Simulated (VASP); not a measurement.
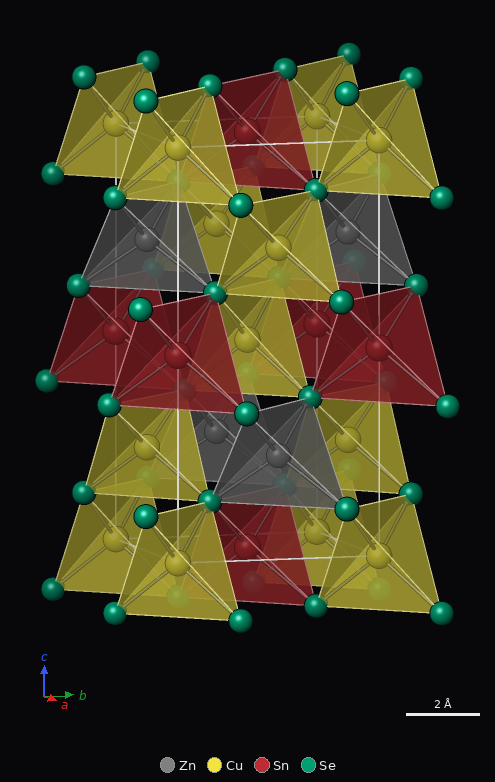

*The structure as given in the input (polyhedral view of the cell 2 times as large as that of the calculation, set on its symmetry axes, seen slightly off an axis; polyhedra are completed across the faces of the cell).*

## ZnCu₂SnSe₄: geometry relaxation (part 1 of 3)

- system: ZnCu₂SnSe₄ (8 atoms in the cell)
- method: Kohn-Sham DFT of a periodic cell, PBE, VASP PAW PBE potentials, recommended, no spin polarisation (VASP 6.6.1)

The structure derives from a Materials Project entry.

OSZICAR
```
N       E                     dE             d eps       ncg     rms          rms(c)
DAV:   1     0.728326619239E+03    0.72833E+03   -0.34508E+04 12384   0.221E+03
DAV:   2     0.954857203189E+02   -0.63284E+03   -0.61848E+03 12395   0.534E+02
DAV:   3    -0.223101999065E+02   -0.11780E+03   -0.11521E+03 15520   0.220E+02
DAV:   4    -0.310141194790E+02   -0.87039E+01   -0.85869E+01 16160   0.581E+01
DAV:   5    -0.313782971457E+02   -0.36418E+00   -0.36321E+00 17936   0.129E+01    0.122E+01
DAV:   6    -0.315431049078E+02   -0.16481E+00   -0.34273E+01 19026   0.949E+01    0.959E+00
DAV:   7    -0.294995759492E+02    0.20435E+01   -0.82334E+00 16176   0.716E+01    0.467E+00
DAV:   8    -0.297042288239E+02   -0.20465E+00   -0.42529E+00 19464   0.261E+01    0.332E+00
DAV:   9    -0.295930916109E+02    0.11114E+00   -0.12903E+00 17395   0.200E+01    0.738E-01
DAV:  10    -0.295885104104E+02    0.45812E-02   -0.10113E-01 17968   0.630E+00    0.217E-01
DAV:  11    -0.295897194591E+02   -0.12090E-02   -0.13397E-02 19170   0.197E+00    0.147E-01
DAV:  12    -0.295898353135E+02   -0.11585E-03   -0.18419E-03 19320   0.105E+00    0.826E-02
DAV:  13    -0.295898393033E+02   -0.39898E-05   -0.10865E-03 19757   0.580E-01    0.271E-02
DAV:  14    -0.295898463723E+02   -0.70690E-05   -0.16143E-04 18904   0.198E-01    0.136E-02
DAV:  15    -0.295898507105E+02   -0.43382E-05   -0.23524E-05 17336   0.461E-02    0.497E-03
DAV:  16    -0.295898514912E+02   -0.78072E-06   -0.14479E-06 10032   0.124E-02
   1 F= -.29589851E+02 E0= -.29590111E+02  d E =-.295899E+02
       N       E                     dE             d eps       ncg     rms          rms(c)
DAV:   1    -0.296192765308E+02   -0.29426E-01   -0.58781E-01 15416   0.113E+01    0.129E+00
DAV:   2    -0.296058079547E+02    0.13469E-01   -0.29230E-01 14400   0.112E+01    0.719E-01
DAV:   3    -0.295936714415E+02    0.12137E-01   -0.85443E-02 15592   0.612E+00    0.345E-01
DAV:   4    -0.295922153050E+02    0.14561E-02   -0.67565E-03 18397   0.938E-01    0.136E-01
DAV:   5    -0.295919250043E+02    0.29030E-03   -0.74601E-04 20203   0.590E-01    0.593E-02
DAV:   6    -0.295918980656E+02    0.26939E-04   -0.35562E-04 19256   0.499E-01    0.364E-02
DAV:   7    -0.295918779601E+02    0.20106E-04   -0.92090E-05 18986   0.290E-01    0.111E-02
DAV:   8    -0.295918788947E+02   -0.93462E-06   -0.15326E-05 16808   0.341E-02    0.678E-03
DAV:   9    -0.295918790222E+02   -0.12748E-06   -0.16304E-06  8036   0.448E-02
   2 F= -.29591879E+02 E0= -.29592143E+02  d E =-.202753E-02
       N       E                     dE             d eps       ncg     rms          rms(c)
DAV:   1    -0.295926669236E+02   -0.78803E-03   -0.15831E-02 15448   0.184E+00    0.213E-01
DAV:   2    -0.295923264222E+02    0.34050E-03   -0.83145E-03 14400   0.183E+00    0.121E-01
DAV:   3    -0.295919677616E+02    0.35866E-03   -0.23722E-03 15552   0.105E+00    0.546E-02
DAV:   4    -0.295919310526E+02    0.36709E-04   -0.19252E-04 18035   0.134E-01    0.233E-02
DAV:   5    -0.295919215335E+02    0.95191E-05   -0.22679E-05 19787   0.103E-01    0.988E-03
DAV:   6    -0.295919202701E+02    0.12634E-05   -0.10229E-05 14203   0.837E-02    0.617E-03
DAV:   7    -0.295919192830E+02    0.98709E-06   -0.25234E-06  8774   0.530E-02
   3 F= -.29591919E+02 E0= -.29592184E+02  d E =-.206779E-02
       N       E                     dE             d eps       ncg     rms          rms(c)
DAV:   1    -0.295944416567E+02   -0.25214E-02   -0.81385E-02 17153   0.280E+00    0.372E-01
DAV:   2    -0.295939149511E+02    0.52671E-03   -0.27584E-02 16376   0.310E+00    0.222E-01
DAV:   3    -0.295927477564E+02    0.11672E-02   -0.78209E-03 16008   0.189E+00    0.906E-02
DAV:   4    -0.295926556973E+02    0.92059E-04   -0.62019E-04 17576   0.185E-01    0.478E-02
DAV:   5    -0.295926298551E+02    0.25842E-04   -0.11040E-04 18509   0.212E-01    0.165E-02
DAV:   6    -0.295926302430E+02   -0.38797E-06   -0.36970E-05 16528   0.146E-01    0.991E-03
DAV:   7    -0.295926291310E+02    0.11121E-05   -0.85833E-06 12434   0.985E-02    0.319E-03
DAV:   8    -0.295926291692E+02   -0.38241E-07   -0.81644E-07  7212   0.125E-02
   4 F= -.29592629E+02 E0= -.29592892E+02  d E =-.709886E-03
       N       E                     dE             d eps       ncg     rms          rms(c)
DAV:   1    -0.295957786939E+02   -0.31496E-02   -0.13174E-01 17153   0.356E+00    0.474E-01
DAV:   2    -0.295949386050E+02    0.84009E-03   -0.44776E-02 16392   0.396E+00    0.282E-01
DAV:   3    -0.295930366813E+02    0.19019E-02   -0.12685E-02 16040   0.242E+00    0.115E-01
DAV:   4    -0.295928884843E+02    0.14820E-03   -0.10161E-03 17240   0.231E-01    0.612E-02
DAV:   5    -0.295928457464E+02    0.42738E-04   -0.18319E-04 18525   0.270E-01    0.210E-02
DAV:   6    -0.295928459551E+02   -0.20870E-06   -0.56992E-05 17704   0.171E-01    0.119E-02
DAV:   7    -0.295928443056E+02    0.16495E-05   -0.12634E-05 13595   0.119E-01    0.405E-03
DAV:   8    -0.295928443673E+02   -0.61789E-07   -0.13414E-06  7449   0.118E-02
   5 F= -.29592844E+02 E0= -.29593104E+02  d E =-.925084E-03
       N       E                     dE             d eps       ncg     rms          rms(c)
DAV:   1    -0.295929848086E+02   -0.14050E-03   -0.52874E-03 17193   0.719E-01    0.949E-02
DAV:   2    -0.295929476886E+02    0.37120E-04   -0.17766E-03 16301   0.799E-01    0.565E-02
DAV:   3    -0.295928733748E+02    0.74314E-04   -0.50962E-04 16072   0.477E-01    0.235E-02
DAV:   4    -0.295928658789E+02    0.74959E-05   -0.38600E-05 18229   0.519E-02    0.120E-02
DAV:   5    -0.295928635412E+02    0.23376E-05   -0.60609E-06 10988   0.551E-02    0.433E-03
DAV:   6    -0.295928632058E+02    0.33543E-06   -0.25263E-06  8068   0.467E-02
   6 F= -.29592863E+02 E0= -.29593124E+02  d E =-.943923E-03
```

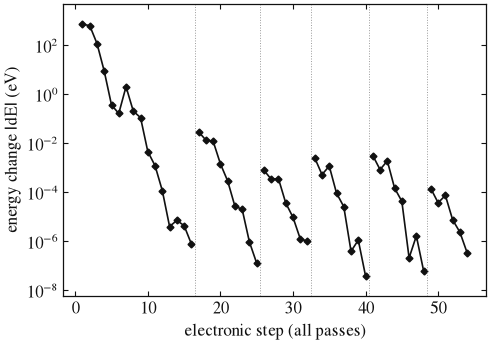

*Convergence of the self-consistent field: energy change |dE| against the electronic step. Each stretch between dotted lines is the SCF of one geometry step of a relaxation.*

The 6 ionic steps take 6 to 16 electronic steps each. The density is held fixed in the first few steps, and dE rises again when its update begins.

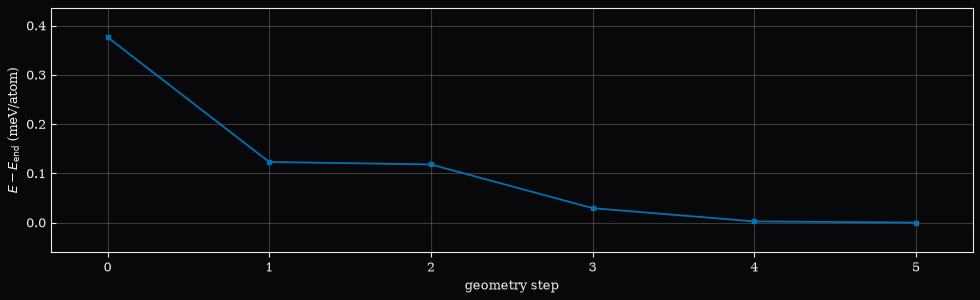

*Progress of the relaxation, step by step (steps are counted from 0).*

The largest moves relative to the cell, 0.012 Å, are those of Se5, Se6, Se7 and Se8. Zn and Cu and Sn stay in place. After 5 geometry steps the energy has fallen by 0.4 meV per atom. Largest force component: 0.089 eV/Å at the start, 0.0046 eV/Å at the end. (Atoms are counted from 1 in the order of the input.)

Parts of OUTCAR
```
SYSTEM = ZnCu2SnSe4
   EDIFF = 1E-6
   EDIFFG = -0.01
   ENCUT = 600
   GGA = PE
   IBRION = 2
   ISIF = 3
   ISMEAR = 1
   LASPH = .True.
   LREAL = .False.
   NELM = 80
   NSW = 90
   PREC = Accurate

 ion  position               nearest neighbor table
   1  0.750  0.250  0.500-   7 2.49   5 2.49   6 2.49   8 2.49
   2  0.250  0.750  0.500-   5 2.44   6 2.44   8 2.44   7 2.44
   3  0.000  0.000  0.000-   5 2.44   6 2.44   7 2.44   8 2.44
   4  0.500  0.500  0.000-   5 2.62   8 2.62   7 2.62   6 2.62
   5  0.630  0.637  0.526-   2 2.44   3 2.44   1 2.49   4 2.62
   6  0.110  0.104  0.474-   2 2.44   3 2.44   1 2.49   4 2.62
   7  0.896  0.370  0.007-   2 2.44   3 2.44   1 2.49   4 2.62
   8  0.363  0.890  0.993-   2 2.44   3 2.44   1 2.49   4 2.62

  LATTYP: Found a body centered tetragonal cell.
 ALAT       =     5.7712740000
 C/A-ratio  =     1.9891036191

  Lattice vectors:

 A1 = (  -2.8856370000,   2.8856370000,   5.7398310000)
 A2 = (   2.8856370000,  -2.8856370000,   5.7398310000)
 A3 = (   2.8856370000,   2.8856370000,  -5.7398310000)

Analysis of symmetry for initial positions (statically):
=====================================================================
 Subroutine PRICEL returns:
 Original cell was already a primitive cell.

 Routine SETGRP: Setting up the symmetry group for a
 body centered tetragonal supercell.

 Subroutine GETGRP returns: Found  4 space group operations
 (whereof  4 operations were pure point group operations)
 out of a pool of 16 trial point group operations.

The static configuration has the point symmetry S_4 .

Analysis of symmetry for dynamics (positions and initial velocities):
=====================================================================
 Subroutine PRICEL returns:
 Original cell was already a primitive cell.

 Routine SETGRP: Setting up the symmetry group for a
 body centered tetragonal supercell.

 Subroutine GETGRP returns: Found  4 space group operations
 (whereof  4 operations were pure point group operations)
 out of a pool of 16 trial point group operations.

The dynamic configuration has the point symmetry S_4 .

 Subroutine INISYM returns: Found  4 space group operations
 (whereof  4 operations are pure point group operations),
 and found     1 'primitive' translations

----------------------------------------------------------------------------------------

                                     Primitive cell

  volume of cell :     191.1800

  direct lattice vectors                    reciprocal lattice vectors
    -2.885637000  2.885637000  5.739831000     0.000000000  0.173271967  0.087110579
     2.885637000 -2.885637000  5.739831000     0.173271967  0.000000000  0.087110579
     2.885637000  2.885637000 -5.739831000     0.173271967  0.173271967  0.000000000

  length of vectors
     7.042688528  7.042688528  7.042688528     0.193936659  0.193936659  0.245043566

  position of ions in fractional coordinates (direct lattice)
     0.750000000  0.250000000  0.500000000
     0.250000000  0.750000000  0.500000000
     0.000000000  0.000000000  0.000000000
     0.500000000  0.500000000  0.000000000
     0.629754000  0.636534000  0.526247000
     0.110287000  0.103507000  0.473753000
     0.896493000  0.370246000  0.006780000
     0.363466000  0.889713000  0.993220000

  ion indices of the primitive-cell ions
   primitive index   ion index
                 1           1
                 2           2
                 3           3
                 4           4
                 5           5
                 6           6
                 7           7
                 8           8

----------------------------------------------------------------------------------------

 KPOINTS: k-points

Automatic generation of k-mesh.
 Grid dimensions read from file:
 generate k-points for:   10   10   10

 Generating k-lattice:

  Cartesian coordinates                     Fractional coordinates (reciprocal lattice)
     0.000000000  0.017327197  0.008711058     0.100000000 -0.000000000  0.000000000
     0.017327197  0.000000000  0.008711058    -0.000000000  0.100000000  0.000000000
     0.017327197  0.017327197  0.000000000     0.000000000  0.000000000  0.100000000

  Length of vectors
     0.019393666  0.019393666  0.024504357

  Shift w.r.t. Gamma in fractional coordinates (k-lattice)
     0.000000000  0.000000000  0.000000000

 Subroutine IBZKPT returns following result:
 ===========================================

 Found    144 irreducible k-points:

 Following reciprocal coordinates:
            Coordinates               Weight
  0.000000  0.000000  0.000000      1.000000
  0.100000 -0.000000  0.000000      8.000000
  0.200000 -0.000000  0.000000      8.000000
  0.300000 -0.000000  0.000000      8.000000
  0.400000  0.000000 -0.000000      8.000000
  0.500000 -0.000000  0.000000      4.000000
  0.100000  0.100000  0.000000      8.000000
  0.200000  0.100000 -0.000000      8.000000
 -0.200000 -0.100000  0.300000      8.000000
  0.300000  0.100000  0.000000      8.000000
 -0.300000 -0.100000  0.400000      8.000000
  0.400000  0.100000  0.000000      8.000000
 -0.400000 -0.100000  0.500000      8.000000
  0.500000  0.100000  0.000000      8.000000
  0.500000 -0.100000 -0.400000      8.000000
 -0.400000  0.100000  0.000000      8.000000
  0.400000 -0.100000 -0.300000      8.000000
 -0.300000  0.100000 -0.000000      8.000000
  0.300000 -0.100000 -0.200000      8.000000
 -0.200000  0.100000 -0.000000      8.000000
  0.200000 -0.100000 -0.100000      8.000000
 -0.100000  0.100000  0.000000      4.000000
  0.200000  0.200000  0.000000      8.000000
  0.300000  0.200000  0.000000      8.000000
 [... further k-points ...]
   k-points           NKPTS =    144   k-points in BZ     NKDIM =    144   number of bands    NBANDS=     43
   number of dos      NEDOS =    301   number of ions     NIONS =      8
   total plane-waves  NPLWV = 175616
   dimension x,y,z NGX =    56 NGY =   56 NGZ =   56
   dimension x,y,z NGXF=   112 NGYF=  112 NGZF=  112
   ions per type =               1   2   1   4
   NGX,Y,Z   is equivalent  to a cutoff of  13.22, 13.22, 13.22 a.u.
   NGXF,Y,Z  is equivalent  to a cutoff of  26.44, 26.44, 26.44 a.u.
 SYSTEM =  ZnCu2SnSe4
   PREC   = accura    normal or accurate (medium, high low for compatibility)
   ISTART =      0    job   : 0-new  1-cont  2-samecut
   ICHARG =      2    charge: 1-file 2-atom 10-const
   ISPIN  =      1    spin polarized calculation?
   LNONCOLLINEAR =      F non collinear calculations
   LSORBIT =      F    spin-orbit coupling
   LASPH  =      T    aspherical Exc in radial PAW
   ENCUT  =  600.0 eV  44.10 Ry    6.64 a.u.  14.07 14.07 14.07*2*pi/ulx,y,z
   NELM   =     80;   NELMIN=  2; NELMDL= -5     # of ELM steps
   EDIFF  = 0.1E-05   stopping-criterion for ELM
   LREAL  =      F    real-space projection
   EDIFFG = -.1E-01   stopping-criterion for IOM
   NSW    =     90    number of steps for IOM
   IBRION =      2    ionic relax: 0-MD 1-quasi-New 2-CG
   NFREE  =      1    steps in history (QN), initial steepest desc. (CG)
   ISIF   =      3    stress and relaxation
   ISYM   =      2    0-nonsym 1-usesym 2-fastsym
   POTIM  = 0.5000    time-step for ionic-motion
   TEBEG  =    0.0;   TEEND  =   0.0 temperature during run
   PSTRESS=    0.0 pullay stress
   NELECT =      72.0000    total number of electrons
   NUPDOWN=      -1.0000    fix difference up-down
   EMIN   =  10.00;   EMAX   =-10.00  energy-range for DOS
   EFERMI =   0.00;   METHOD = LEGACY
   ISMEAR =     1;   SIGMA  =   0.10  broadening in eV -4-tet -1-fermi 0-gaus
   EFERMI_NEDOS =   21; number of points for ismear=-14 and -15
   IALGO  =     38    algorithm
   IMIX   =      4    mixing-type and parameters
     AMIX     =   0.40;   BMIX     =  1.00
     AMIX_MAG =   1.60;   BMIX_MAG =  1.00
  volume/ion in A,a.u.               =      23.90       161.27
  Fermi-wavevector in a.u.,A,eV,Ry     =   1.182238  2.234105 19.016675  1.397686
  Thomas-Fermi vector in A             =   2.318496
   LORBIT       =      0    0 simple, 1 ext, 2 COOP (PROOUT), +10 PAW based schemes
   GGA     = PE    functional components
   LHFCALC =     F    Hartree Fock is set to
   AEXX    =    0.0000 exact exchange contribution
   IVDW    =     0    specifies the selected vdW correction
   LEPSILON=     F    determine dielectric tensor
   LRPA    =     F    only Hartree local field effects (RPA)
 conjugate gradient relaxation of ions
 non-spin polarized calculation
 Methfessel and Paxton  Order N= 1 SIGMA  =   0.10
  energy-cutoff  :      600.00
  volume of cell :      191.18
 maximum number of plane-waves:      6427
   NGX = 29   NGY = 29   NGZ = 29

--------------------------------------- Ionic step        1  -------------------------------------------

 number of electron      71.9999996 magnetization
```
